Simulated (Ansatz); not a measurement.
System: Be.

Space group Im-3m. This isn't the usual form at ambient conditions. The cell comes from a database of computed structures, not from a measurement.

Input

```
crystal:
  lattice:
    - [-1.2531209513, 1.2531209513, 1.2531209513]
    - [1.2531209513, -1.2531209513, 1.2531209513]
    - [1.2531209513, 1.2531209513, -1.2531209513]
  atoms:
    - { symbol: Be, position: [0.0, 0.0, 0.0] }
basis:
  ecutwfc: 420
  fft_grid_basis: typed
kpoints:
  mp_grid: { grid: [18, 18, 18] }
hamiltonian:
  xc: pbe
scf:
  occupations: { method: gaussian, width: 0.05 }
output:
  forces: true
  stress: true
  eigenvalues: true
  bader: true
  write_density: true
  volumetric_format: npy
  elf: true
```

Launched as:

```sh
ansatz run input.yaml --threads 1 --pin off --max-ram 2560MiB --backend cpu --events-out ev --progress --plain --runs-dir out
```

The picture shows the conventional cell (a = 2.51 Å, b = 2.51 Å, c = 2.51 Å, α = 90.00°, β = 90.00°, γ = 90.00°).

The calculation used DFT PBE, scalar-relativistic, plane waves, PAW in Ansatz.

**Predict the deformation density (crystal less neutral atoms): where will charge gather?**

Be–Be (2.17 Å): Δρ is −0.005 e/Å³ at the midpoint. Over the whole cell, outside the masked cores, the largest gain, 0.009 e/Å³, lies 1.4 Å from a beryllium nucleus, and the largest loss, 0.007 e/Å³, lies 0.9 Å from a beryllium nucleus. The rearranged charge, half the integral of |Δρ|, is about 0.02 e an atom.

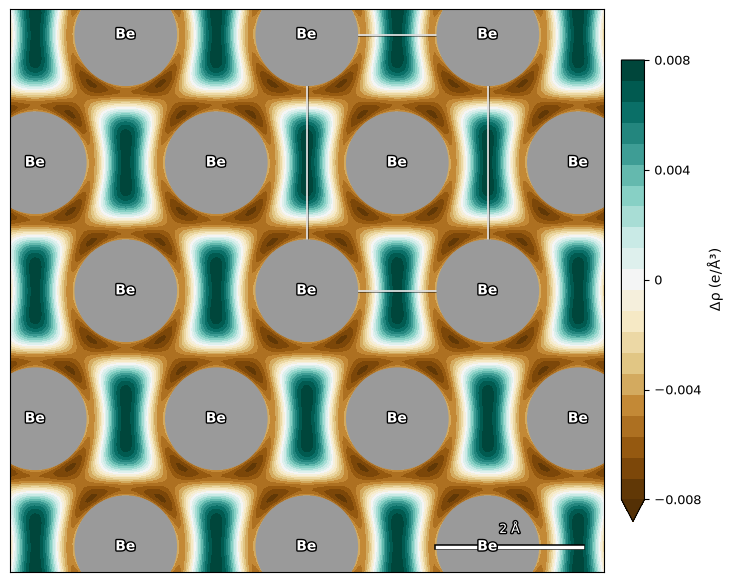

Computed deformation density: a map on the (011̄) plane of the conventional cell, with grey discs over the atomic cores.

Cores are masked to 0.7 Å (Be).

In a PAW calculation such maps are meaningful between the atoms, not at the nuclei.

The run took 23 s on 1 thread of Arm Neoverse N1, with other jobs on the host, peak memory 0.25 GiB.
